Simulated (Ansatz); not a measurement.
**MoS2: a point defect seen from the nuclei (Mo vacancy)**

Wanted: the field gradients around Mo vacancy in MoS2, cell charge -2, before and after the neighbours move. The cell is a supercell built from an entry of the Crystallography Open Database (COD). Planned: a single point, then a relaxation.

Program: Ansatz 0.2.0. Level of theory: DFT, PBE, plane-wave PAW, default files, scalar-relativistic. These are calculated values, not measurements.

1 further run of the same task is left out (it didn't finish).

### 1 The structure to begin with

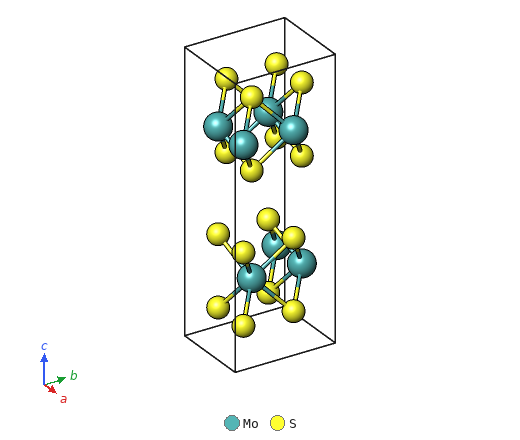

The starting structure, seen slightly off an axis (molybdenum teal, sulfur yellow).

Coordinates:

```
Mo S
1.0
     6.33800    0.00000    0.00000
    -3.16900    5.48887    0.00000
     0.00000    0.00000   12.32400
Mo S
7 16
Direct
  0.16667 0.83333 0.25000
  0.66667 0.33333 0.25000
  0.66667 0.83333 0.25000
  0.33333 0.16667 0.75000
  0.33333 0.66667 0.75000
  0.83333 0.16667 0.75000
  0.83333 0.66667 0.75000
  0.16667 0.33333 0.62300
  0.16667 0.83333 0.62300
  0.66667 0.33333 0.62300
  0.66667 0.83333 0.62300
  0.33333 0.16667 0.12300
  0.33333 0.66667 0.12300
  0.83333 0.16667 0.12300
  0.83333 0.66667 0.12300
  0.16667 0.33333 0.87700
  0.16667 0.83333 0.87700
  0.66667 0.33333 0.87700
  0.66667 0.83333 0.87700
  0.33333 0.16667 0.37700
  0.33333 0.66667 0.37700
  0.83333 0.16667 0.37700
  0.83333 0.66667 0.37700
```

The vacant site is at (0.167, 0.333, 0.250) in fractional coordinates of the input's cell.

### 2 Gradients at the starting positions

The input, input.yaml:

```yaml
crystal:
  lattice:
    - [6.338, 0.0, 0.0]
    - [-3.169, 5.4888690092, 0.0]
    - [0.0, 0.0, 12.324]
  atoms:
    - { symbol: Mo, position: [0.1666666666, 0.8333333334, 0.25] }
    - { symbol: Mo, position: [0.6666666666, 0.3333333334, 0.25] }
    - { symbol: Mo, position: [0.6666666666, 0.8333333334, 0.25] }
    - { symbol: Mo, position: [0.3333333334, 0.1666666666, 0.75] }
    - { symbol: Mo, position: [0.3333333334, 0.6666666666, 0.75] }
    - { symbol: Mo, position: [0.8333333334, 0.1666666666, 0.75] }
    - { symbol: Mo, position: [0.8333333334, 0.6666666666, 0.75] }
    - { symbol: S, position: [0.1666666666, 0.3333333334, 0.623] }
    - { symbol: S, position: [0.1666666666, 0.8333333334, 0.623] }
    - { symbol: S, position: [0.6666666666, 0.3333333334, 0.623] }
    - { symbol: S, position: [0.6666666666, 0.8333333334, 0.623] }
    - { symbol: S, position: [0.3333333334, 0.1666666666, 0.123], spin: 0.5 }
    - { symbol: S, position: [0.3333333334, 0.6666666666, 0.123], spin: 0.5 }
    - { symbol: S, position: [0.8333333334, 0.1666666666, 0.123], spin: 0.5 }
    - { symbol: S, position: [0.8333333334, 0.6666666666, 0.123] }
    - { symbol: S, position: [0.1666666666, 0.3333333334, 0.877] }
    - { symbol: S, position: [0.1666666666, 0.8333333334, 0.877] }
    - { symbol: S, position: [0.6666666666, 0.3333333334, 0.877] }
    - { symbol: S, position: [0.6666666666, 0.8333333334, 0.877] }
    - { symbol: S, position: [0.3333333334, 0.1666666666, 0.377], spin: 0.5 }
    - { symbol: S, position: [0.3333333334, 0.6666666666, 0.377], spin: 0.5 }
    - { symbol: S, position: [0.8333333334, 0.1666666666, 0.377], spin: 0.5 }
    - { symbol: S, position: [0.8333333334, 0.6666666666, 0.377] }
magnetization:
  spin_polarized: true
total_charge: -2
kpoints:
  mp_grid: { grid: [4, 4, 2] }
scf:
  occupations: { method: fermi_dirac, width: 0.01 }
hamiltonian:
  xc: pbe
  pseudopotentials: { kind: paw }
output:
  forces: true
  stress: true
  populations: true
  efg:
    quadrupole_moments_barn: { Mo: -0.022, S: -0.0694 }
    contact_densities: true
```

Run with:

```
$ ansatz run input.yaml --threads 1 --pin off --max-ram 3072MiB --backend cpu --events-out ev --progress --plain --runs-dir out
```

The log of the run:

```text
Warning: RAYON_NUM_THREADS=1 ignored (pool sized by the plan → 1); use --threads N
Mo: output.efg is read without spin–orbit coupling, which moves field gradients at and beside such atoms by some per cent and up to a factor of two; PAW files take it under magnetization.noncollinear and magnetization.spin_orbit
Engine: ansatz 0.2.0, aarch64-unknown-linux-gnu
Pseudopotentials: kind: paw
Pseudopotential: Mo, paw, valence charge 14, recommended cutoff 420 eV (normal), Mo.paw.azcp
Pseudopotential: S, paw, valence charge 6, recommended cutoff 420 eV (normal), S.paw.azcp
Functional definition: PBE
  parameter kappa = 0.804
  parameter beta = 0.06672455060314922
  exchange = pbe_x(kappa = kappa, mu = beta*pi^2/3)
  correlation = pbe_c(beta = beta)
Crystal: 23 atoms, lattice volume = 428.733 Å³
Basis set: ecut = 420 eV, 8405 PW (Γ), exchange–correlation on 90×90×180 points (8 copies of the dense FFT grid, shifted against one another)
Bands: 123, of which v1, the nominal top of the filled ones, is band 98 counted from 1 (97 counted from 0)
Symmetry: 12 space group operations
Space group: P-6m2 (ITA 187), of the structure as read, at distance tolerance 7.5e-5 Å
Magnetic group: BNS 187.209 (UNI 1439), of the structure as read, at distance tolerance 7.5e-5 Å
k-points: 8 of 32 (time reversal used)
Non-local potential: Mo, projectors of the file, l = 0: 3, l = 1: 2, l = 2: 2, l = 3: 1
Non-local potential: S, projectors of the file, l = 0: 2, l = 1: 2, l = 2: 2
PAW form: soft (Blöchl's): semilocal exchange-correlation on the pseudo side does not see the compensation charge
PAW one-centre angular grid: Mo, 590 points (default); XC on 64 Gauss nodes
PAW one-centre angular grid: S, 110 points (default); XC on 64 Gauss nodes
Starting moments: Σ|m| = 3 μB on 6 of 23 sites
Initial wavefunctions: pseudopotential atomic-orbital guess
Functional: x = pbe(κ = 0.804, μ = 0.2195149727645171), c = pbe(β = 0.06672455060314922)
SCF iter   1: F=—  HF=-49130.150688 eV  |F-HF|=—  |Δ(HF+E_count)|=         —  Δρ=5.29e-2 (↑5.04e-2 ↓5.29e-2)  dr2=9.16e1  dr2_m=1.70e-1  M=0.499 μB ∫|m|=0.572 μB  β_m=0.30  ethr=3.10e-3  ⟨swp⟩=5.8  Hψ=7572  notcnv=0  defer=1
Mixer restart at iter 1: flushing history
preconditioner: auto → Kerker (q_TF=auto, 2.395 Å⁻¹)  [metal: Δε(μ)=0.021 eV  Ē_g=8.770 eV  σ=0.010 eV  W_gap=0.42  n_scr=110 (ndim 8)  ℏωp=21.2 eV  f_vac=0.000  D(μ)=3.62/eV (n_scr^D=10)]
spin=Collinear: Kerker preconditioning applied to the charge; magnetization (m = ρ↑ − ρ↓) channel mixes plain (no charge-response kernel on spin).
SCF iter   2: F=—  HF=-49121.994551 eV  |F-HF|=—  |Δ(HF+E_count)|=    8.16e0  Δρ=2.99e-2 (↑2.75e-2 ↓2.99e-2)  dr2=2.78e1  dr2_m=8.94e-2  M=0.487 μB ∫|m|=0.545 μB  β_m=0.46  ethr=3.10e-3  ⟨swp⟩=3.0  Hψ=3943  notcnv=0  defer=285
preconditioner: auto → Resta (q_TF=auto, 2.395 Å⁻¹)  ε∞=7.7  [insulator: Δε(μ)=0.034 eV  Ē_g=8.216 eV  σ=0.010 eV  W_gap=0.63  n_scr=110 (ndim 8)  ℏωp=21.2 eV  f_vac=0.001  D(μ)=6.30/eV (n_scr^D=36)  ε∞_Penn≈7.7]
spin=Collinear: Resta preconditioning applied to the charge; magnetization (m = ρ↑ − ρ↓) channel mixes plain (no charge-response kernel on spin).
SCF iter   3: F=—  HF=-49119.646350 eV  |F-HF|=—  |Δ(HF+E_count)|=    2.35e0  Δρ=8.95e-3 (↑8.26e-3 ↓8.95e-3)  dr2=2.66e0  dr2_m=2.18e-2  M=0.125 μB ∫|m|=0.237 μB  β_m=0.73  ethr=3.10e-3  ⟨swp⟩=3.0  Hψ=3880  notcnv=0  defer=300
SCF iter   4: F=—  HF=-49119.394049 eV  |F-HF|=—  |Δ(HF+E_count)|=   2.52e-1  Δρ=7.41e-3 (↑7.41e-3 ↓7.32e-3)  dr2=1.97e0  dr2_m=4.00e-4  M=-0.159 μB ∫|m|=0.172 μB  β_m=0.77  ethr=1.36e-3  ⟨swp⟩=3.1  Hψ=3619  notcnv=0  defer=284
SCF iter   5: F=—  HF=-49119.140196 eV  |F-HF|=—  |Δ(HF+E_count)|=   2.54e-1  Δρ=4.89e-3 (↑4.89e-3 ↓4.30e-3)  dr2=2.96e0  dr2_m=1.76e-3  M=-0.431 μB ∫|m|=0.432 μB  β_m=0.56  ethr=1.00e-3  ⟨swp⟩=2.8  Hψ=3004  notcnv=0  defer=272
SCF iter   6: F=—  HF=-49119.094944 eV  |F-HF|=—  |Δ(HF+E_count)|=   4.53e-2  Δρ=9.10e-4 (↑9.10e-4 ↓8.69e-4)  dr2=2.74e-2  dr2_m=5.27e-5  M=-0.230 μB ∫|m|=0.234 μB  β_m=0.63  ethr=1.00e-3  ⟨swp⟩=1.5  Hψ=2076  notcnv=0  defer=266
SCF iter   7: F=—  HF=-49119.102304 eV  |F-HF|=—  |Δ(HF+E_count)|=   7.36e-3  Δρ=4.63e-4 (↑4.63e-4 ↓4.08e-4)  dr2=6.00e-3  dr2_m=6.27e-5  M=-0.256 μB ∫|m|=0.259 μB  β_m=0.73  ethr=1.40e-5  ⟨swp⟩=2.4  Hψ=2840  notcnv=0  defer=271
SCF iter   8: F=—  HF=-49119.103074 eV  |F-HF|=—  |Δ(HF+E_count)|=   7.70e-4  Δρ=4.49e-4 (↑4.49e-4 ↓4.44e-4)  dr2=8.75e-3  dr2_m=2.44e-5  M=-0.275 μB ∫|m|=0.279 μB  β_m=0.55  ethr=3.06e-6  ⟨swp⟩=2.8  Hψ=3042  notcnv=0  defer=271
SCF iter   9: F=—  HF=-49119.102384 eV  |F-HF|=—  |Δ(HF+E_count)|=   6.90e-4  Δρ=1.76e-4 (↑1.76e-4 ↓1.33e-4)  dr2=1.12e-3  dr2_m=2.50e-5  M=-0.287 μB ∫|m|=0.291 μB  β_m=0.67  ethr=3.06e-6  ⟨swp⟩=2.7  Hψ=2679  notcnv=0  defer=266
SCF iter  10: F=—  HF=-49119.102690 eV  |F-HF|=—  |Δ(HF+E_count)|=   3.06e-4  Δρ=1.04e-4 (↑1.04e-4 ↓9.12e-5)  dr2=7.59e-4  dr2_m=1.33e-5  M=-0.303 μB ∫|m|=0.307 μB  β_m=0.77  ethr=5.70e-7  ⟨swp⟩=2.0  Hψ=2612  notcnv=0  defer=266
SCF iter  11: F=—  HF=-49119.102691 eV  |F-HF|=—  |Δ(HF+E_count)|=   9.26e-7  Δρ=5.20e-5 (↑5.20e-5 ↓4.59e-5)  dr2=1.45e-4  dr2_m=3.70e-6  M=-0.311 μB ∫|m|=0.316 μB  β_m=0.88  ethr=3.87e-7  ⟨swp⟩=1.0  Hψ=2025  notcnv=0  defer=266
SCF iter  12: F=—  HF=-49119.102694 eV  |F-HF|=—  |Δ(HF+E_count)|=   2.91e-6  Δρ=2.02e-5 (↑2.02e-5 ↓1.35e-5)  dr2=1.22e-5  dr2_m=8.27e-7  M=-0.317 μB ∫|m|=0.322 μB  β_m=0.94  ethr=7.40e-8  ⟨swp⟩=1.0  Hψ=1968  notcnv=0  defer=266
SCF iter  13: F=—  HF=-49119.102707 eV  |F-HF|=—  |Δ(HF+E_count)|=   1.26e-5  Δρ=1.26e-5 (↑1.26e-5 ↓1.22e-5)  dr2=7.71e-6  dr2_m=2.46e-7  M=-0.320 μB ∫|m|=0.326 μB  β_m=0.87  ethr=6.24e-9  ⟨swp⟩=2.2  Hψ=2703  notcnv=0  defer=266
SCF iter  14: F=—  HF=-49119.102706 eV  |F-HF|=—  |Δ(HF+E_count)|=   1.40e-7  Δρ=5.09e-6 (↑5.09e-6 ↓4.29e-6)  dr2=1.48e-6  dr2_m=8.60e-9  M=-0.322 μB ∫|m|=0.329 μB  β_m=0.82  ethr=3.93e-9  ⟨swp⟩=2.0  Hψ=2454  notcnv=0  defer=266
SCF iter  15: F=—  HF=-49119.102706 eV  |F-HF|=—  |Δ(HF+E_count)|=   8.82e-8  Δρ=4.10e-6 (↑4.10e-6 ↓1.42e-6)  dr2=2.69e-7  dr2_m=1.43e-8  M=-0.322 μB ∫|m|=0.329 μB  β_m=0.74  ethr=7.55e-10  ⟨swp⟩=1.2  Hψ=1971  notcnv=0  defer=266
SCF iter  16: F=—  HF=-49119.102707 eV  |F-HF|=—  |Δ(HF+E_count)|=   2.14e-8  Δρ=8.19e-7 (↑7.15e-7 ↓8.19e-7)  dr2=2.39e-8  dr2_m=5.41e-10  M=-0.323 μB ∫|m|=0.330 μB  β_m=0.80  ethr=1.37e-10  ⟨swp⟩=2.0  Hψ=2963  notcnv=0  defer=266
SCF iter  17: F=-49119.102707 eV  HF=-49119.102707 eV  |F-HF|=1.94e-8  |Δ(HF+E_count)|=   7.84e-9  Δρ=7.65e-7 (↑7.65e-7 ↓7.13e-7)  dr2=2.22e-8  dr2_m=1.73e-10  M=-0.323 μB ∫|m|=0.330 μB  ethr=1.22e-11  ⟨swp⟩=9.7  Hψ=9210  notcnv=0
SCF 1 converged in 17 iterations: F = -49119.102707 eV  dr2 = 2.22e-8
SCF converged after 17 iterations
Magnetization: -0.3232 μB (97.8384 up, 98.1616 down)
Absolute magnetization: 0.3298 μB (∫|ρ↑−ρ↓|, with the PAW one-centre terms)
Spin contamination: 0.0027 ħ² per cell (⟨S²⟩ above its minimum at these occupations)
Per-site moments (μB) at R_I (Å): [(-0.03980121740928673, 0.9931924662596009), (-0.039801217409286486, 0.9931924662596009), (-0.03980121740928666, 0.9931924662596011), (-0.005816680133617434, 0.9931924662596006), (-0.005816680133617518, 0.9931924662596008), (-0.005816680133617559, 0.9931924662596008), (-0.010039526600299845, 0.9931924662596009), (-0.0010842252730152145, 0.9931924662596011), (-0.0009852523305177285, 0.9931924662596011), (-0.0009852523305176942, 0.9931924662596011), (-0.0009852523305177337, 0.9931924662596013), (-0.009663043535280675, 0.9931924662596011), (-0.009663043535280694, 0.9931924662596009), (-0.009663043535280648, 0.9931924662596009), (-0.0011241579993219698, 0.9931924662596013), (-0.001084225273015316, 0.9931924662596006), (-0.0009852523305174975, 0.9931924662596008), (-0.0009852523305175183, 0.9931924662596008), (-0.0009852523305176105, 0.9931924662596009), (-0.009663043535280875, 0.9931924662596013), (-0.009663043535280821, 0.9931924662596011), (-0.00966304353528079, 0.9931924662596011), (-0.001124157999322174, 0.9931924662596013)]
Free energy (F): -49119.102707 eV
Harris-Foulkes:  -49119.102707 eV  (|F-HF|=1.94e-8)
Internal energy: -49119.096877 eV  (E = F + TS)
E sigma→0 (E₀):  -49119.099792 eV
Entropy (-TS):   -0.005829 eV (-0.253 meV/atom)
Fermi energy:    10.465730 eV
--- Per-component energies (eV) ---
[... 15 lines left out ...]
--- Forces (eV/Å), atoms counted from 1 ---
  atom   1  Mo     0.35955660     0.20759010     0.00000000
  atom   2  Mo    -0.00000000    -0.41518019     0.00000000
  atom   3  Mo    -0.35955660     0.20759010     0.00000000
  atom   4  Mo    -0.03030942     0.01749915     0.00000000
  atom   5  Mo     0.00000000    -0.03499831     0.00000000
  atom   6  Mo     0.03030942     0.01749915     0.00000000
[... 17 lines left out ...]
  max |Σ_I F_I| component: 4.44e-16 eV/Å
--- Stress (GPa, compression-positive) ---
        0.797160       0.000000      -0.000000
        0.000000       0.797160      -0.000000
       -0.000000      -0.000000      -0.484547
  P = ⅓ Tr σ = 0.3699 GPa (3.699 kbar)
--- PAW observables at the nuclei: V_zz in 10²¹ V/m², potentials from the cell's mean, atoms counted from 1 ---
  atom   1  Mo V_zz =    -8.901225   η = 0.2769   by run symmetry: allowed   C_q = +4.7351 MHz
            electrostatic potential = -6350.702261 V   contact ρ = 595255.992081 e/Å³   contact ρ_s (e/Å³): all electrons +0.038715, valence -0.025379
  atom   2  Mo V_zz =    -8.901225   η = 0.2769   by run symmetry: allowed   C_q = +4.7351 MHz
            electrostatic potential = -6350.702261 V   contact ρ = 595255.992081 e/Å³   contact ρ_s (e/Å³): all electrons +0.038716, valence -0.025379
  atom   3  Mo V_zz =    -8.901225   η = 0.2769   by run symmetry: allowed   C_q = +4.7351 MHz
            electrostatic potential = -6350.702261 V   contact ρ = 595255.992081 e/Å³   contact ρ_s (e/Å³): all electrons +0.038715, valence -0.025379
  atom   4  Mo V_zz =    -7.655836   η = 0.0242   by run symmetry: allowed   C_q = +4.0726 MHz
            electrostatic potential = -6349.600491 V   contact ρ = 595253.795838 e/Å³   contact ρ_s (e/Å³): all electrons +0.009585, valence -0.000208
  atom   5  Mo V_zz =    -7.655836   η = 0.0242   by run symmetry: allowed   C_q = +4.0726 MHz
            electrostatic potential = -6349.600491 V   contact ρ = 595253.795841 e/Å³   contact ρ_s (e/Å³): all electrons +0.009585, valence -0.000208
  atom   6  Mo V_zz =    -7.655836   η = 0.0242   by run symmetry: allowed   C_q = +4.0726 MHz
            electrostatic potential = -6349.600491 V   contact ρ = 595253.795838 e/Å³   contact ρ_s (e/Å³): all electrons +0.009585, valence -0.000208
  atom   7  Mo V_zz =    -7.395496   η = 0.0000   by run symmetry: allowed   C_q = +3.9341 MHz
            electrostatic potential = -6349.634695 V   contact ρ = 595253.564492 e/Å³   contact ρ_s (e/Å³): all electrons +0.036186, valence +0.019198
  atom   8  S  V_zz =    -5.243128   η = 0.0000   by run symmetry: allowed   C_q = +8.7984 MHz
            electrostatic potential = -1635.088145 V   contact ρ = 19772.094076 e/Å³   contact ρ_s (e/Å³): all electrons -0.023852, valence -0.023823
  atom   9  S  V_zz =    -5.099404   η = 0.0100   by run symmetry: allowed   C_q = +8.5572 MHz
            electrostatic potential = -1635.086365 V   contact ρ = 19771.989642 e/Å³   contact ρ_s (e/Å³): all electrons -0.008935, valence -0.009104
  atom  10  S  V_zz =    -5.099404   η = 0.0100   by run symmetry: allowed   C_q = +8.5572 MHz
            electrostatic potential = -1635.086365 V   contact ρ = 19771.989642 e/Å³   contact ρ_s (e/Å³): all electrons -0.008935, valence -0.009104
  atom  11  S  V_zz =    -5.099404   η = 0.0100   by run symmetry: allowed   C_q = +8.5572 MHz
            electrostatic potential = -1635.086365 V   contact ρ = 19771.989642 e/Å³   contact ρ_s (e/Å³): all electrons -0.008935, valence -0.009104
  atom  12  S  V_zz =    -3.146665   η = 0.4602   by run symmetry: allowed   C_q = +5.2804 MHz
            electrostatic potential = -1636.645070 V   contact ρ = 19772.107427 e/Å³   contact ρ_s (e/Å³): all electrons -0.027619, valence -0.029865
  atom  13  S  V_zz =    -3.146665   η = 0.4602   by run symmetry: allowed   C_q = +5.2804 MHz
            electrostatic potential = -1636.645070 V   contact ρ = 19772.107427 e/Å³   contact ρ_s (e/Å³): all electrons -0.027619, valence -0.029865
  atom  14  S  V_zz =    -3.146665   η = 0.4602   by run symmetry: allowed   C_q = +5.2804 MHz
            electrostatic potential = -1636.645070 V   contact ρ = 19772.107427 e/Å³   contact ρ_s (e/Å³): all electrons -0.027619, valence -0.029865
  atom  15  S  V_zz =    -4.635956   η = 0.0000   by run symmetry: allowed   C_q = +7.7795 MHz
            electrostatic potential = -1636.081754 V   contact ρ = 19770.620675 e/Å³   contact ρ_s (e/Å³): all electrons -0.003019, valence -0.003261
  atom  16  S  V_zz =    -5.243128   η = 0.0000   by run symmetry: allowed   C_q = +8.7984 MHz
            electrostatic potential = -1635.088145 V   contact ρ = 19772.094076 e/Å³   contact ρ_s (e/Å³): all electrons -0.023852, valence -0.023823
  atom  17  S  V_zz =    -5.099404   η = 0.0100   by run symmetry: allowed   C_q = +8.5572 MHz
            electrostatic potential = -1635.086365 V   contact ρ = 19771.989642 e/Å³   contact ρ_s (e/Å³): all electrons -0.008935, valence -0.009104
  atom  18  S  V_zz =    -5.099404   η = 0.0100   by run symmetry: allowed   C_q = +8.5572 MHz
            electrostatic potential = -1635.086365 V   contact ρ = 19771.989642 e/Å³   contact ρ_s (e/Å³): all electrons -0.008935, valence -0.009104
  atom  19  S  V_zz =    -5.099404   η = 0.0100   by run symmetry: allowed   C_q = +8.5572 MHz
            electrostatic potential = -1635.086365 V   contact ρ = 19771.989642 e/Å³   contact ρ_s (e/Å³): all electrons -0.008935, valence -0.009104
  atom  20  S  V_zz =    -3.146665   η = 0.4602   by run symmetry: allowed   C_q = +5.2804 MHz
            electrostatic potential = -1636.645070 V   contact ρ = 19772.107427 e/Å³   contact ρ_s (e/Å³): all electrons -0.027619, valence -0.029865
  atom  21  S  V_zz =    -3.146665   η = 0.4602   by run symmetry: allowed   C_q = +5.2804 MHz
            electrostatic potential = -1636.645070 V   contact ρ = 19772.107427 e/Å³   contact ρ_s (e/Å³): all electrons -0.027619, valence -0.029865
  atom  22  S  V_zz =    -3.146665   η = 0.4602   by run symmetry: allowed   C_q = +5.2804 MHz
            electrostatic potential = -1636.645070 V   contact ρ = 19772.107427 e/Å³   contact ρ_s (e/Å³): all electrons -0.027619, valence -0.029865
  atom  23  S  V_zz =    -4.635956   η = 0.0000   by run symmetry: allowed   C_q = +7.7795 MHz
            electrostatic potential = -1636.081754 V   contact ρ = 19770.620675 e/Å³   contact ρ_s (e/Å³): all electrons -0.003019, valence -0.003261
--- Band table (eV; the first three rows and the last of 16) ---
  k-point 0 ↑: bands = ["-52.1401", "-52.1045", "-52.1045", "-52.0801", "-50.9805", "-50.9507", "-50.9507", "-26.4644", "-26.4562", "-26.4562", "-26.2937", "-26.2179", "-26.2179", "-26.2025", "-26.1668", "-26.1529", "-26.1529", "-26.0654", "-26.0654", "-25.3468", "-25.1425", "-25.1425", "-25.1009", "-25.0420", "-25.0420", "-24.9613", "-24.9613", "-24.9395", "-5.5611", "-4.2683", "-3.9460", "-3.6303", "-3.6303", "-3.6302", "-3.4662", "-3.4652", "-3.4652", "-2.8547", "-2.2375", "-2.1511", "-1.7746", "-1.7746", "-1.4856", "-1.4856", "2.7512", "2.7514", "2.7514", "2.8234", "3.7249", "3.7415", "3.7415", "4.2601", "4.2601", "4.4061", "4.5163", "4.5594", "4.5594", "5.1243", "5.1539", "5.1539", "5.3656", "5.4459", "5.4489", "5.4489", "6.0213", "6.0213", "6.3313", "6.3374", "6.3374", "6.3822", "6.7711", "6.7711", "6.7965", "6.9544", "7.1411", "7.1411", "7.4296", "7.4296", "7.6398", "7.6398", "7.6406", "7.8455", "7.9821", "7.9821", "7.9886", "8.1579", "8.1579", "8.2080", "8.2080", "8.6079", "9.1000", "9.3050", "9.5157", "9.5157", "9.6170", "9.9731", "9.9731", "10.8095", "10.8095", "10.9433", "10.9559", "10.9559", "11.1934", "11.4108", "11.4108", "11.4555", "11.4555", "11.5620", "11.6523", "11.6523", "12.2029", "12.4793", "12.5395", "12.5395", "12.5412", "12.5412", "12.9142", "12.9142", "12.9333", "12.9955", "12.9955", "13.1453", "13.1453"]
[... 3 lines left out ...]
--- Löwdin populations: 23 sites ---
  site symbol       q [e]    m [muB]
[... 23 lines left out ...]
  spilling = 0.007866 (of n_electrons = 196.000000)
```

Run time: 2.9 min. Hardware: 1 thread of Arm Neoverse V1, shared host; peak memory 1.1 GiB.

State: no gap over 0.1 eV on the mesh, largest force 0.461 eV/Å, pressure 0.4 GPa, net moment -0.32 μB.

Site by site (atoms counted from 1):

```tsv
site	atoms	distance from the defect (Å)	V_zz (10²¹ V/m²)	η	C_Q (MHz)
S12	12, 13, 14, 20, …	2.41	-3.15	0.46	5.28 (³³S)
Mo1	1, 2, 3	3.17	-8.90	0.28	4.74 (⁹⁵Mo)
S15	15, 23	3.98	-4.64	0.00	7.78 (³³S)
S8	8, 16	4.60	-5.24	0.00	8.80 (³³S)
S9	9, 10, 11, 17, …	5.58	-5.10	0.01	8.56 (³³S)
Mo4	4, 5, 6	6.43	-7.66	0.02	4.07 (⁹⁵Mo)
Mo7	7	7.17	-7.40	0.00	3.93 (⁹⁵Mo)
```

Conventions: |V_zz| ≥ |V_yy| ≥ |V_xx|, η = (V_xx − V_yy)/V_zz, C_Q = eQV_zz/h. Q values from Pyykkö, Mol. Phys. 116, 1328 (2018).

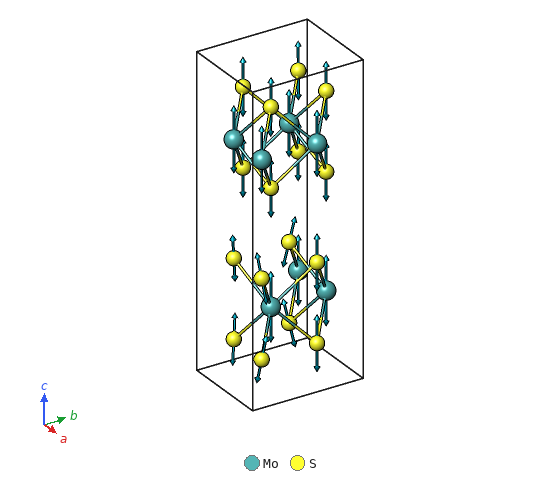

Double arrows mark the V_zz axes (orange positive, teal negative); their length grows with the root of |V_zz|.

[end of part 1 of 2]
